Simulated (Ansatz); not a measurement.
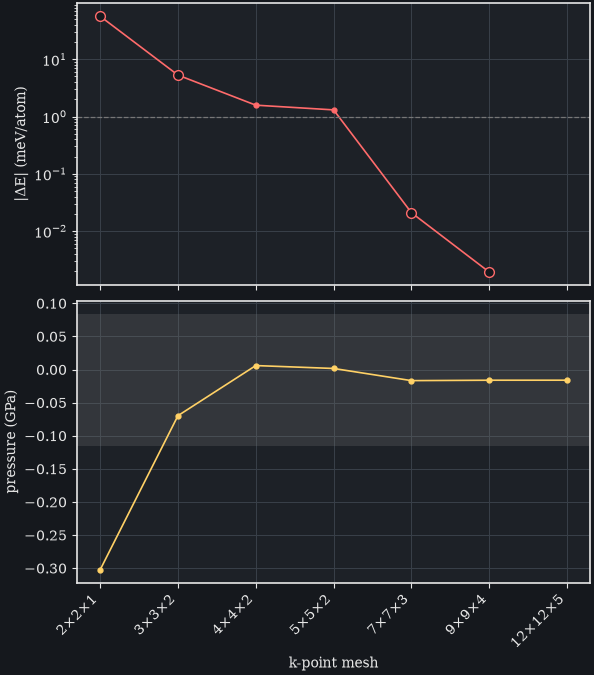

Convergence test: the k-point mesh is varied and all else is held.
I (Cmce, 4 atoms in the cell); DFT, r2SCAN, plane waves (500 eV) with PAW, scalar-relativistic (Ansatz 0.2.0); Fermi–Dirac smearing of 0.05 eV.
ΔE is the free energy less its value at the densest setting, 12×12×5.
Dashed lines or grey bands mark the tolerance: 1 meV/atom and 0.1 GPa.
On logarithmic panels, open markers lie below the reference value and filled ones above.

### What is enough for the free energy to 1 meV/atom?

The free energy is within 1 meV/atom of the densest setting's value from 7×7×3 on. It is off by 56 meV/atom at 2×2×1, 1.6 meV/atom at 4×4×2 and 1.3 meV/atom at 5×5×2 (on both sides of it).

### And the pressure, to 0.1 GPa?

The pressure is within 0.1 GPa of the densest setting's value from 3×3×2 on. It is −0.30 GPa at 2×2×1 and −0.02 GPa at 12×12×5.
